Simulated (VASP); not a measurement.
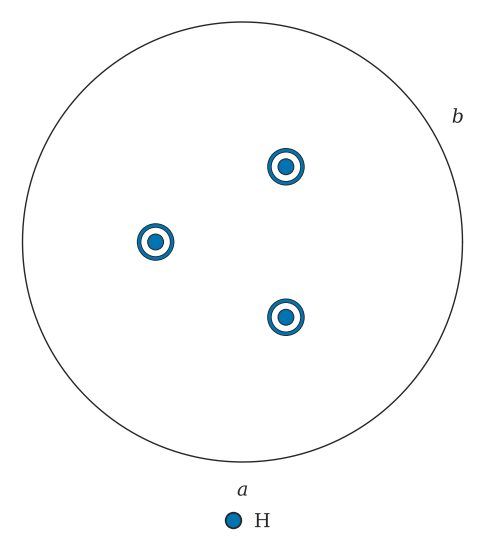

Directions from one nickel atom at (1/3, 2/3, 3/4) to its bonded neighbours, in stereographic projection down c (filled: above the plane of the page or in it, open: below). Crystal: NiH3, a cell listed in the Materials Project, as set up for an electronic-structure calculation. The drawing is computed from the coordinates (standard cell, symmetry found to 0.002 Å).

Neighbours are counted up to 2.01 Å for H.

```
Ni H
1.0
     5.10811    0.00000    0.00000
    -2.55405    4.42375    0.00000
     0.00000    0.00000    2.34043
Ni H
2 6
Direct
  0.33333 0.66667 0.75000
  0.66667 0.33333 0.25000
  0.20955 0.41910 0.25000
  0.20955 0.79045 0.25000
  0.58090 0.79045 0.25000
  0.79045 0.58090 0.75000
  0.79045 0.20955 0.75000
  0.41910 0.20955 0.75000
```

> How many neighbours are there, and at what angles?

6: 6 H at 1.60 Å. Angles between bonds: 73° (6×), 94° (3×), 140° (6×).

> What is the site's symmetry in the crystal?

Point group -6m2 (D3h), order 12: one −6 axis, three twofold axes, four mirror planes. In P6_3/mmc, No. 194 this is Wyckoff position 2d.
